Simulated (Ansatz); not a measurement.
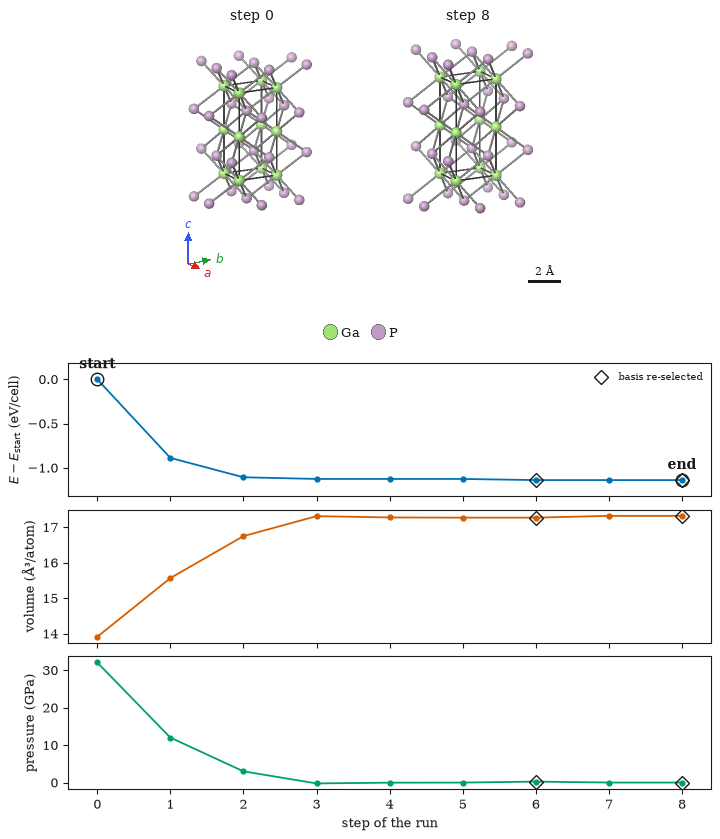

First and last geometry of a relaxation of solid GaP (built on the NiAs type), with the history of the run. Style: ball-and-stick. Shown: the cell of the calculation, slightly off an axis.

Computed with DFT, PBE, plane waves, PAW (Ansatz). (plane-wave cutoff 420 eV; k-point mesh 12 × 12 × 4; occupations fermi dirac; smearing width 0.02 eV; no spin polarisation; cell and atoms relaxed; force threshold 0.005 eV/Å)

What do the curves and the structures tell?

It converged. The energy falls by 1.138 eV per cell of the calculation in 6 accepted moves (8 points after the start). All forces vanish by symmetry, so only the cell relaxes. The pressure goes from 32.07 to 0.01 GPa. At 2 points the geometry stayed and the basis and grid were re-selected for the new cell (energy shift of 12.6 meV per cell of the calculation at most each time). No atom moves by more than 0.005 Å relative to the cell. The volume changes by +24.5 %, with a = b 3.403 → 3.618 Å (+6.3 %), c 5.547 → 6.110 Å (+10.1 %). Near-neighbour distances that change, for instance: Ga–P 2.405 → 2.588 Å. The space group stays P6_3/mmc (No. 194).
